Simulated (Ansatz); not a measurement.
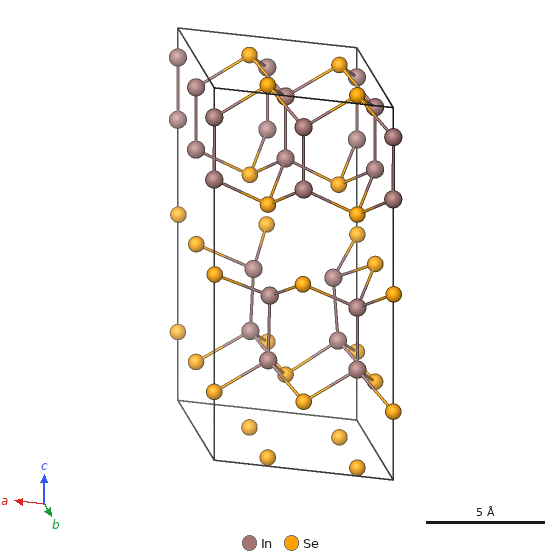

This ball-and-stick model is shown from a general direction. The supercell is outlined; an atom on or near a face, edge or corner is repeated at each equivalent position. The host is InSe, in a cell of 32 sites, and the cell is neutral.

> Describe the defect.

A selenium vacancy. Around the empty site lie three In at about 2.4 Å.

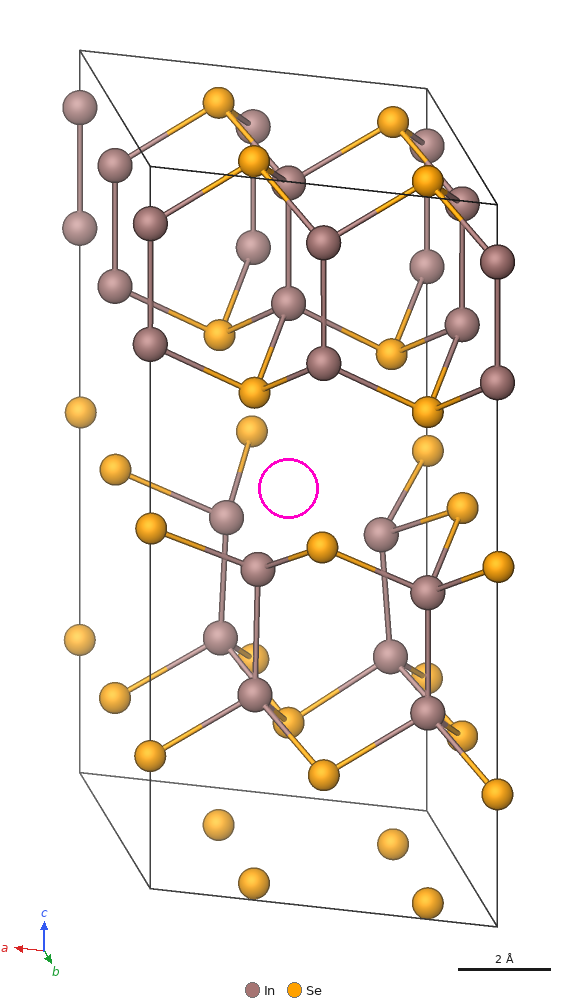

The same cell with a ring at the defect's site.

The atoms were relaxed in the host's cell with DFT PBE+D3(BJ), scalar-relativistic, plane waves, PAW in Ansatz 0.2.0.
